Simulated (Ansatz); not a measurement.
## Run report: W, geometry relaxation (part 3 of 3)

W (slab, 17 atoms in the cell); DFT PBE+D3(BJ), scalar-relativistic, plane waves, PAW, spin-polarised (Ansatz 0.2.0); cutoff 420 eV, 6×6×1 k-mesh, Gaussian smearing of 0.1 eV, collinear spins. The structure derives from an entry of the Crystallography Open Database. The input holds or restrains some coordinates. Forces given for the steps count only the free coordinates.

Geometry of the input (Å; fractional positions):
```
5.4724  0.0000  0.0000
-1.8241  5.1594  0.0000
0.0000  0.0000  25.7023
W  0.2500  0.2500  0.3307
W  0.2500  0.7500  0.3307
W  0.7500  0.2500  0.3307
W  0.7500  0.7500  0.3307
W  0.5000  0.5000  0.4176
W  0.5000  0.0000  0.4176
W  -0.0000  0.5000  0.4176
W  0.0000  0.0000  0.4176
W  0.7500  0.7500  0.5050
W  0.7500  0.2500  0.5050
W  0.2500  0.7500  0.5050
W  0.2500  0.2500  0.5050
W  0.0000  0.0000  0.5896
W  -0.0000  0.5000  0.5896
W  0.5000  0.0000  0.5896
W  0.5000  0.5000  0.5896
W  0.2500  0.2500  0.7001
```

### Output, continued
```
--- Relaxed structure (9 steps of the walk, 9 accepted, 0 SCFs on fresh bases) ---
  F+E_penalty+E_count = -176537.76772220 eV   max|allowed force component| = 2.709e-2 eV/Å
  atoms:
    - { symbol: W, position: [0.25000000000000006, 0.25000000000000006, 0.33070983510000007] }
    - { symbol: W, position: [0.25, 0.7500000000000001, 0.33070983510000007] }
    - { symbol: W, position: [0.75, 0.25, 0.33070983510000007] }
    - { symbol: W, position: [0.75, 0.7500000000000001, 0.33070983510000007] }
    - { symbol: W, position: [0.5000000000000001, 0.5000000000000001, 0.4176319187] }
    - { symbol: W, position: [0.5, 0.0, 0.4176319187] }
    - { symbol: W, position: [2.7755575615628914e-17, 0.5000000000000001, 0.4176319187] }
    - { symbol: W, position: [0.0, 0.0, 0.4176319187] }
    - { symbol: W, position: [0.75, 0.7500000000000001, 0.5029076293621362] }
    - { symbol: W, position: [0.75, 0.25, 0.5052081766717192] }
    - { symbol: W, position: [0.25, 0.7500000000000001, 0.5052081766717192] }
    - { symbol: W, position: [0.25000000000000006, 0.25000000000000006, 0.5047603523477838] }
    - { symbol: W, position: [-0.00884647250587311, -0.00884647250587311, 0.5897009279939178] }
    - { symbol: W, position: [0.007722547090420084, 0.49227745290957986, 0.5932898971992338] }
    - { symbol: W, position: [0.49227745290957997, 0.007722547090420098, 0.5932898971992338] }
    - { symbol: W, position: [0.5088464725058731, 0.5088464725058731, 0.5897009279939178] }
    - { symbol: W, position: [0.25000000000000006, 0.25000000000000006, 0.6612783495061033] }
--- Löwdin populations: 17 sites ---
  site symbol       q [e]    m [muB]
     0      W     13.9014     0.0000
     1      W     13.9138    -0.0000
     2      W     13.9138    -0.0000
     3      W     13.9045    -0.0000
     4      W     13.8330    -0.0000
     5      W     13.8286     0.0000
     6      W     13.8286     0.0000
     7      W     13.8330    -0.0000
     8      W     13.8744     0.0000
     9      W     13.8437    -0.0000
    10      W     13.8437    -0.0000
    11      W     13.8556     0.0000
    12      W     13.8508    -0.0000
    13      W     13.8139    -0.0000
    14      W     13.8139    -0.0000
    15      W     13.8508    -0.0000
    16      W     14.1321     0.0000
  spilling = 0.009094 (of n_electrons = 238.000000)
```

### Trajectory as extended XYZ (Å, eV, eV/Å), 9 frames, from step=1 to step=9
```
17
Lattice="5.4724 0.0000 0.0000 -1.8241 5.1594 0.0000 0.0000 0.0000 25.7023" Properties=species:S:1:pos:R:3:forces:R:3 step=1 energy=-176533.44411
W     0.9121    1.2899    8.5000    0.0000   0.0000   0.4571
W     0.0000    3.8696    8.5000    0.0000   0.0000   0.4940
W     3.6483    1.2899    8.5000    0.0000   0.0000   0.4940
W     2.7362    3.8696    8.5000    0.0000   0.0000   0.5010
W     1.8241    2.5797   10.7341    0.0094   0.0133  -0.4224
W     2.7362    0.0000   10.7341    0.0054  -0.0038  -0.4626
W    -0.9121    2.5797   10.7341   -0.0054   0.0038  -0.4626
W     0.0000    0.0000   10.7341   -0.0094  -0.0133  -0.4224
W     2.7362    3.8696   12.9801    0.0000   0.0000  -0.3321
W     3.6483    1.2899   12.9801    0.0000   0.0000  -0.1059
W     0.0000    3.8696   12.9801    0.0000   0.0000  -0.1059
W     0.9121    1.2899   12.9801    0.0000   0.0000  -0.1651
W     0.0000    0.0000   15.1549    0.1103   0.1560   1.1937
W    -0.9121    2.5797   15.1549    0.2418  -0.1709   0.7143
W     2.7362    0.0000   15.1549   -0.2418   0.1709   0.7143
W     1.8241    2.5797   15.1549   -0.1103  -0.1560   1.1937
W     0.9121    1.2899   17.9949    0.0000   0.0000  -3.2832
17
Lattice="5.4724 0.0000 0.0000 -1.8241 5.1594 0.0000 0.0000 0.0000 25.7023" Properties=species:S:1:pos:R:3:forces:R:3 step=2 energy=-176534.35674
W     0.9121    1.2899    8.5000    0.0000   0.0000   0.4567
W     0.0000    3.8696    8.5000    0.0000   0.0000   0.5293
W     3.6483    1.2899    8.5000    0.0000   0.0000   0.5293
W     2.7362    3.8696    8.5000    0.0000   0.0000   0.5114
W     1.8241    2.5797   10.7341   -0.0014  -0.0021  -0.4313
W     2.7362    0.0000   10.7341   -0.0329   0.0233  -0.4758
W    -0.9121    2.5797   10.7341    0.0329  -0.0233  -0.4758
W     0.0000    0.0000   10.7341    0.0014   0.0021  -0.4313
W     2.7362    3.8696   12.9707    0.0000   0.0000   0.1453
W     3.6483    1.2899   12.9815    0.0000   0.0000   0.2072
W     0.0000    3.8696   12.9815    0.0000   0.0000   0.2072
W     0.9121    1.2899   12.9815    0.0000   0.0000   0.1889
W    -0.0024   -0.0033   15.2090    0.1270   0.1796   1.1458
W    -0.9039    2.5739   15.1927    0.1744  -0.1233   0.5647
W     2.7280    0.0058   15.1927   -0.1744   0.1233   0.5647
W     1.8265    2.5831   15.2090   -0.1270  -0.1796   1.1458
W     0.9121    1.2899   17.7999    0.0000   0.0000  -4.3791
17
Lattice="5.4724 0.0000 0.0000 -1.8241 5.1594 0.0000 0.0000 0.0000 25.7023" Properties=species:S:1:pos:R:3:forces:R:3 step=3 energy=-176535.50964
W     0.9121    1.2899    8.5000    0.0000   0.0000   0.4321
W     0.0000    3.8696    8.5000    0.0000   0.0000   0.5554
W     3.6483    1.2899    8.5000    0.0000   0.0000   0.5554
W     2.7362    3.8696    8.5000    0.0000   0.0000   0.5194
W     1.8241    2.5797   10.7341    0.0041   0.0058  -0.3057
W     2.7362    0.0000   10.7341   -0.0636   0.0450  -0.4214
W    -0.9121    2.5797   10.7341    0.0636  -0.0450  -0.4214
W     0.0000    0.0000   10.7341   -0.0041  -0.0058  -0.3057
W     2.7362    3.8696   12.9767    0.0000   0.0000   0.0813
W     3.6483    1.2899   12.9891    0.0000   0.0000   0.3213
W     0.0000    3.8696   12.9891    0.0000   0.0000   0.3213
W     0.9121    1.2899   12.9885    0.0000   0.0000   0.2717
W     0.0029    0.0042   15.2604    0.1865   0.2637   1.2798
W    -0.8972    2.5692   15.2189    0.1673  -0.1183   0.6989
W     2.7214    0.0105   15.2189   -0.1673   0.1183   0.6989
W     1.8212    2.5755   15.2604   -0.1865  -0.2637   1.2798
W     0.9121    1.2899   17.6037    0.0000   0.0000  -5.5613
17
Lattice="5.4724 0.0000 0.0000 -1.8241 5.1594 0.0000 0.0000 0.0000 25.7023" Properties=species:S:1:pos:R:3:forces:R:3 step=4 energy=-176536.74069
W     0.9121    1.2899    8.5000    0.0000   0.0000   0.4872
W     0.0000    3.8696    8.5000    0.0000   0.0000   0.5428
W     3.6483    1.2899    8.5000    0.0000   0.0000   0.5428
W     2.7362    3.8696    8.5000    0.0000   0.0000   0.5882
W     1.8241    2.5797   10.7341    0.0083   0.0117  -0.2180
W     2.7362    0.0000   10.7341   -0.0758   0.0536  -0.2856
W    -0.9121    2.5797   10.7341    0.0758  -0.0536  -0.2856
W     0.0000    0.0000   10.7341   -0.0083  -0.0117  -0.2180
W     2.7362    3.8696   12.9826    0.0000   0.0000  -0.0206
W     3.6483    1.2899   13.0030    0.0000   0.0000   0.1676
W     0.0000    3.8696   13.0030    0.0000   0.0000   0.1676
W     0.9121    1.2899   13.0012    0.0000   0.0000   0.2959
W     0.0039    0.0055   15.2941    0.0993   0.1404   0.5309
W    -0.8941    2.5670   15.2436    0.2756  -0.1949   1.0085
W     2.7182    0.0127   15.2436   -0.2756   0.1949   1.0085
W     1.8203    2.5742   15.2941   -0.0993  -0.1404   0.5309
W     0.9121    1.2899   17.4088    0.0000   0.0000  -4.8425
17
Lattice="5.4724 0.0000 0.0000 -1.8241 5.1594 0.0000 0.0000 0.0000 25.7023" Properties=species:S:1:pos:R:3:forces:R:3 step=5 energy=-176537.47616
W     0.9121    1.2899    8.5000    0.0000   0.0000   0.4686
W     0.0000    3.8696    8.5000    0.0000   0.0000   0.5670
W     3.6483    1.2899    8.5000    0.0000   0.0000   0.5670
W     2.7362    3.8696    8.5000    0.0000   0.0000   0.5921
W     1.8241    2.5797   10.7341    0.0105   0.0149  -0.1735
W     2.7362    0.0000   10.7341   -0.1080   0.0764  -0.2358
W    -0.9121    2.5797   10.7341    0.1080  -0.0764  -0.2358
W     0.0000    0.0000   10.7341   -0.0105  -0.0149  -0.1735
W     2.7362    3.8696   12.9781    0.0000   0.0000   0.0510
W     3.6483    1.2899   13.0103    0.0000   0.0000   0.2509
W     0.0000    3.8696   13.0103    0.0000   0.0000   0.2509
W     0.9121    1.2899   13.0117    0.0000   0.0000   0.2522
W     0.0041    0.0057   15.2982   -0.3191  -0.4513  -0.6303
W    -0.8815    2.5581   15.2907    0.1384  -0.0979   0.3752
W     2.7056    0.0216   15.2907   -0.1384   0.0979   0.3752
W     1.8201    2.5740   15.2982    0.3191   0.4513  -0.6303
W     0.9121    1.2899   17.2181    0.0000   0.0000  -1.6698
17
Lattice="5.4724 0.0000 0.0000 -1.8241 5.1594 0.0000 0.0000 0.0000 25.7023" Properties=species:S:1:pos:R:3:forces:R:3 step=6 energy=-176537.74458
W     0.9121    1.2899    8.5000    0.0000   0.0000   0.4400
W     0.0000    3.8696    8.5000    0.0000   0.0000   0.5652
W     3.6483    1.2899    8.5000    0.0000   0.0000   0.5652
W     2.7362    3.8696    8.5000    0.0000   0.0000   0.5672
W     1.8241    2.5797   10.7341   -0.0003  -0.0004  -0.2537
W     2.7362    0.0000   10.7341   -0.1278   0.0904  -0.2215
W    -0.9121    2.5797   10.7341    0.1278  -0.0904  -0.2215
W     0.0000    0.0000   10.7341    0.0003   0.0004  -0.2537
W     2.7362    3.8696   12.9484    0.0000   0.0000  -0.2432
W     3.6483    1.2899   13.0233    0.0000   0.0000  -0.4184
W     0.0000    3.8696   13.0233    0.0000   0.0000  -0.4184
W     0.9121    1.2899   13.0084    0.0000   0.0000  -0.4319
W    -0.0345   -0.0488   15.1788    0.0438   0.0619   0.1589
W    -0.8573    2.5410   15.2761    0.0098  -0.0069   0.0702
W     2.6814    0.0387   15.2761   -0.0098   0.0069   0.0702
W     1.8587    2.6285   15.1788   -0.0438  -0.0619   0.1589
W     0.9121    1.2899   17.0234    0.0000   0.0000  -0.1332
17
Lattice="5.4724 0.0000 0.0000 -1.8241 5.1594 0.0000 0.0000 0.0000 25.7023" Properties=species:S:1:pos:R:3:forces:R:3 step=7 energy=-176537.75488
W     0.9121    1.2899    8.5000    0.0000   0.0000   0.4075
W     0.0000    3.8696    8.5000    0.0000   0.0000   0.5354
W     3.6483    1.2899    8.5000    0.0000   0.0000   0.5354
W     2.7362    3.8696    8.5000    0.0000   0.0000   0.5443
W     1.8241    2.5797   10.7341    0.0145   0.0205  -0.7835
W     2.7362    0.0000   10.7341   -0.1173   0.0830  -0.7271
W    -0.9121    2.5797   10.7341    0.1173  -0.0830  -0.7271
W     0.0000    0.0000   10.7341   -0.0145  -0.0205  -0.7835
W     2.7362    3.8696   12.9035    0.0000   0.0000   0.2062
W     3.6483    1.2899   12.9602    0.0000   0.0000   0.2561
W     0.0000    3.8696   12.9602    0.0000   0.0000   0.2561
W     0.9121    1.2899   12.9453    0.0000   0.0000   0.3258
W    -0.0327   -0.0462   15.1350    0.0010   0.0014  -0.0596
W    -0.8575    2.5411   15.2276    0.0244  -0.0173  -0.0079
W     2.6816    0.0386   15.2276   -0.0244   0.0173  -0.0079
W     1.8568    2.6259   15.1350   -0.0010  -0.0014  -0.0596
W     0.9121    1.2899   16.9708    0.0000   0.0000   0.0893
17
Lattice="5.4724 0.0000 0.0000 -1.8241 5.1594 0.0000 0.0000 0.0000 25.7023" Properties=species:S:1:pos:R:3:forces:R:3 step=8 energy=-176537.76772
W     0.9121    1.2899    8.5000    0.0000   0.0000   0.4242
W     0.0000    3.8696    8.5000    0.0000   0.0000   0.5462
W     3.6483    1.2899    8.5000    0.0000   0.0000   0.5462
W     2.7362    3.8696    8.5000    0.0000   0.0000   0.5569
W     1.8241    2.5797   10.7341    0.0099   0.0139  -0.5408
W     2.7362    0.0000   10.7341   -0.1212   0.0857  -0.4997
W    -0.9121    2.5797   10.7341    0.1212  -0.0857  -0.4997
W     0.0000    0.0000   10.7341   -0.0099  -0.0139  -0.5408
W     2.7362    3.8696   12.9259    0.0000   0.0000  -0.0271
W     3.6483    1.2899   12.9850    0.0000   0.0000  -0.0011
W     0.0000    3.8696   12.9850    0.0000   0.0000  -0.0011
W     0.9121    1.2899   12.9735    0.0000   0.0000  -0.0155
W    -0.0323   -0.0456   15.1567   -0.0078  -0.0111  -0.0024
W    -0.8557    2.5399   15.2489   -0.0114   0.0081   0.0232
W     2.6799    0.0398   15.2489    0.0114  -0.0081   0.0232
W     1.8564    2.6254   15.1567    0.0078   0.0111  -0.0024
W     0.9121    1.2899   16.9964    0.0000   0.0000   0.0106
17
Lattice="5.4724 0.0000 0.0000 -1.8241 5.1594 0.0000 0.0000 0.0000 25.7023" Properties=species:S:1:pos:R:3:forces:R:3 step=9 energy=-176537.76772
W     0.9121    1.2899    8.5000    0.0000   0.0000   0.4242
W     0.0000    3.8696    8.5000    0.0000   0.0000   0.5462
W     3.6483    1.2899    8.5000    0.0000   0.0000   0.5462
W     2.7362    3.8696    8.5000    0.0000   0.0000   0.5569
W     1.8241    2.5797   10.7341    0.0098   0.0139  -0.5407
W     2.7362    0.0000   10.7341   -0.1213   0.0858  -0.4997
W    -0.9121    2.5797   10.7341    0.1213  -0.0858  -0.4997
W     0.0000    0.0000   10.7341   -0.0098  -0.0139  -0.5407
W     2.7362    3.8696   12.9259    0.0000   0.0000  -0.0271
W     3.6483    1.2899   12.9850    0.0000   0.0000  -0.0011
W     0.0000    3.8696   12.9850    0.0000   0.0000  -0.0011
W     0.9121    1.2899   12.9735    0.0000   0.0000  -0.0156
W    -0.0323   -0.0456   15.1567   -0.0079  -0.0112  -0.0024
W    -0.8557    2.5399   15.2489   -0.0115   0.0081   0.0232
W     2.6799    0.0398   15.2489    0.0115  -0.0081   0.0232
W     1.8564    2.6254   15.1567    0.0079   0.0112  -0.0024
W     0.9121    1.2899   16.9964    0.0000   0.0000   0.0106
```

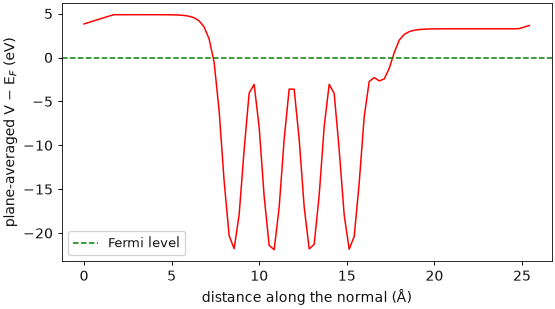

Figure 1. Plane average of the electrostatic potential energy of an electron across the cell, from the Fermi level. The vacuum level lies 3.28 eV above the Fermi level on the upper side and 4.88 eV on the lower.

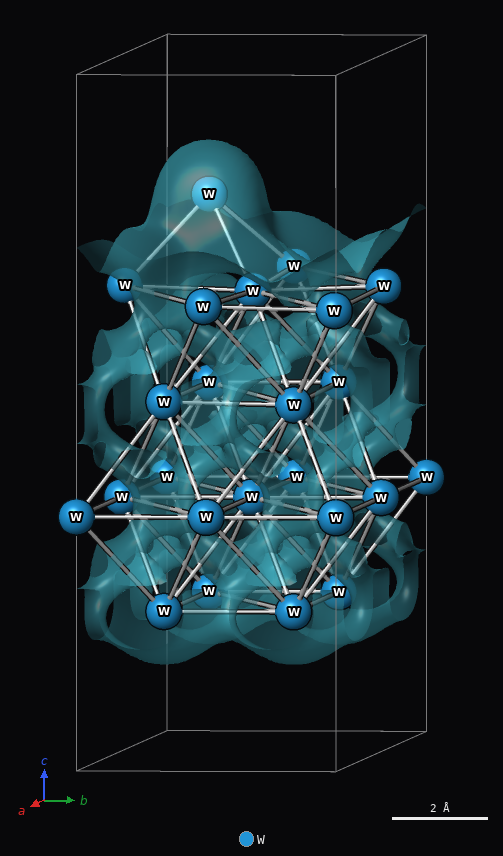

Figure 2. Isosurface of the valence pseudo-density at 0.3 e/Å³ (cyan), seen slightly off an axis. Sticks mark near contacts. At this value the density is joined into sheets; it holds about 90 % of the electrons treated as valence (semicore included). On the grid the lowest density along these lines, outside the cores, is 0.73 e/Å³ (W–W, 2.46 Å), 0.43 e/Å³ (W–W, 2.70 Å) and 0.41 e/Å³ (W–W, 2.75 Å). In a PAW calculation such maps are meaningful between the atoms, not at the nuclei.

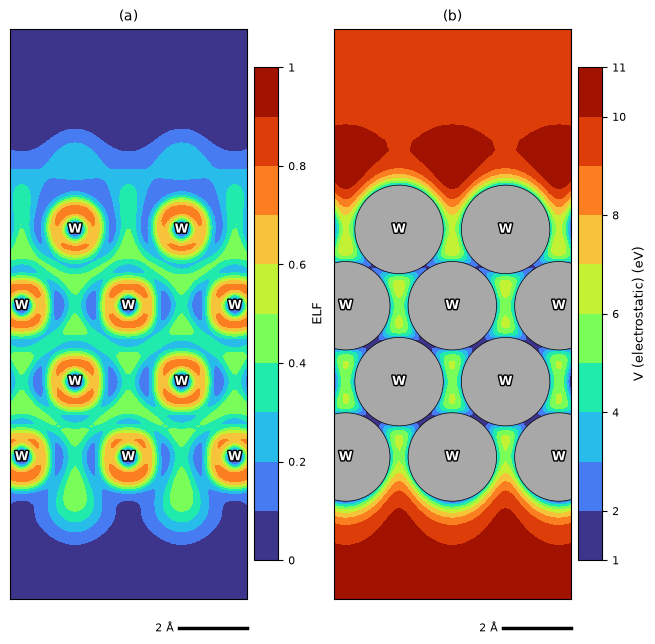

Figure 3. (a) electron localisation function; (b) electrostatic potential (local pseudopotential plus Hartree) felt by an electron on the (11̄0) plane of the calculation cell, a cut from vacuum to vacuum. Grey discs, where drawn, cover atomic cores. Atoms in the plane: W. The strong features right at W lie inside the PAW spheres (semicore, d or f shells) and say nothing about bonding.

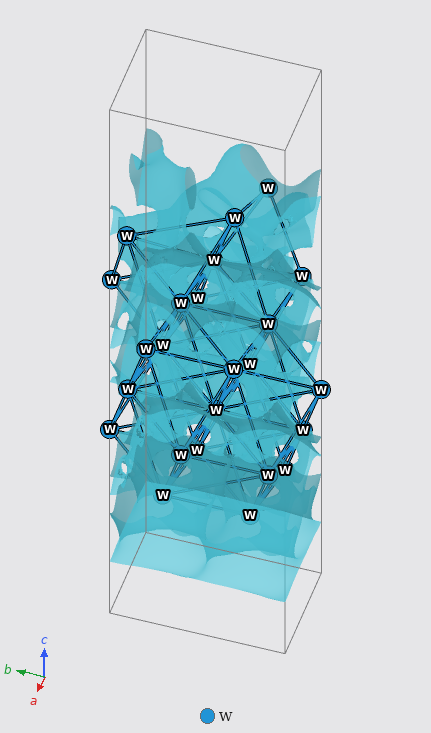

Figure 4. Isosurface of the ELF at 0.4 (cyan), seen at an oblique angle. Only the valence region is drawn (cores and ρ < 0.01 e/Å³ removed). Sticks mark near contacts. Profiles from the grid: W–W (2.46 Å): the ELF is about 0.45 at the midpoint, which marks metallic bonding. W–W (2.70 Å): the ELF is about 0.35 at the midpoint; no localised pair between them.
